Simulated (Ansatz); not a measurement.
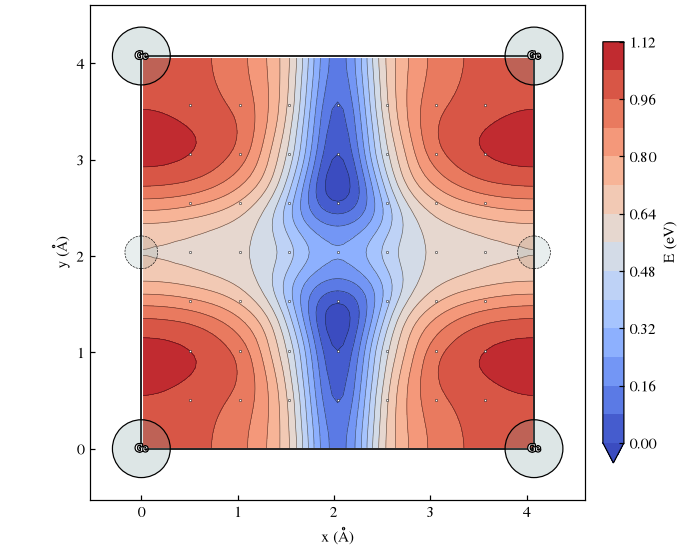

Si on a Ge(100) slab cut from the Fd-3m phase, its upper half relaxed before the scan (4 atoms of substrate and one adsorbate in a 1 × 1 cell). Si is moved over the surface cell; relaxed at each place: the height of the adsorbate's atoms; substrate rigid; the origin of the map has the adsorbate above Ge4. Places are given modulo a cell vector. The map is drawn in real space over the plane of the surface. The grid has 8 × 8 points; 25 points were computed and 39 follow by symmetry. All energies are given in eV relative to the lowest grid point. With one adsorbate in each 1 × 1 cell, its nearest image is 4.1 Å away, so neighbouring adsorbates interact. Level of theory: Ansatz 0.2.0, DFT PBE, scalar-relativistic, plane waves, PAW. Settings: cutoff 420 eV, k-mesh 7×7×1, gaussian smearing 0.1 eV, no spin polarisation.

Drawn: filled contours, dots at the grid points, labelled circles for the atoms of the top layer and small ones for the second layer, the outline of one cell of the plane. Between grid points the surface is interpolated.

The lowest grid point is at (4/8, 2/8) of the cell vectors [nearest 2 Ge at 2.44 Å]; the map holds 2 wells of about this depth. The bottom of the well lies between grid points, at about (0.50, 0.32) of the cell vectors, about 0.048 eV lower on the interpolated surface. It is the only kind of minimum in the scanned range. The highest grid point, (0/8, 2/8) of the cell vectors [nearest 1 Ge at 2.30 Å], lies 1.06 eV above the lowest. On the interpolated surface the easiest way out of the lowest well to a well of about the same depth near (4/8, 6/8) of the cell vectors [nearest 2 Ge at 2.44 Å] passes a barrier of about 0.18 eV, counted from the interpolated bottom of the well. At the lowest point the adsorbate has 2 Ge at 2.44 Å as nearest neighbours, at the highest 1 Ge at 2.30 Å. Its relaxed height above the top atom is 0.89 Å at the lowest and 2.06 Å at the highest point.

Si is replaced by S; all else is set up alike.

### How does the landscape change?

The minimum (interpolated where it lies between grid points) moves from about (0.50, 0.32) of the cell vectors to a bridge site between two Ge atoms, (4/8, 0/8) of the cell vectors. The highest place moves from (0/8, 2/8) of the cell vectors [nearest 1 Ge at 2.30 Å] to (2/8, 4/8) of the cell vectors [nearest 3 Ge at 2.47 Å]. The span from the lowest to the highest grid point grows from 1.06 to 1.31 eV. The easiest pass out of the lowest well goes from about 0.18 to about 0.68 eV on the interpolated surfaces. In the new map: at the lowest point the adsorbate has 2 Ge at 2.40 Å as nearest neighbours, at the highest 3 Ge at 2.47 Å. Its relaxed height above the top atom is 1.26 Å at the lowest and 0.88 Å at the highest point.

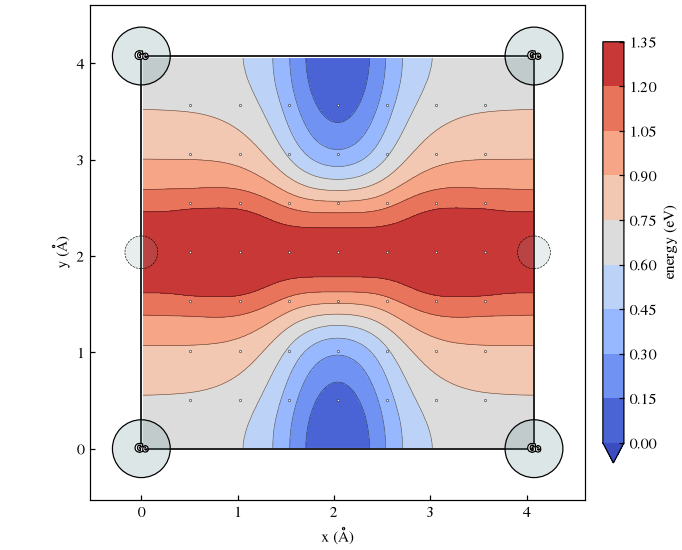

The map after the change, on a colour scale of its own. The picture shows filled contours, dots at the grid points, labelled circles for the atoms of the top layer and small ones for the second layer, the outline of one cell of the plane. Between grid points the surface is interpolated.

PAW datasets: the set soft_1.
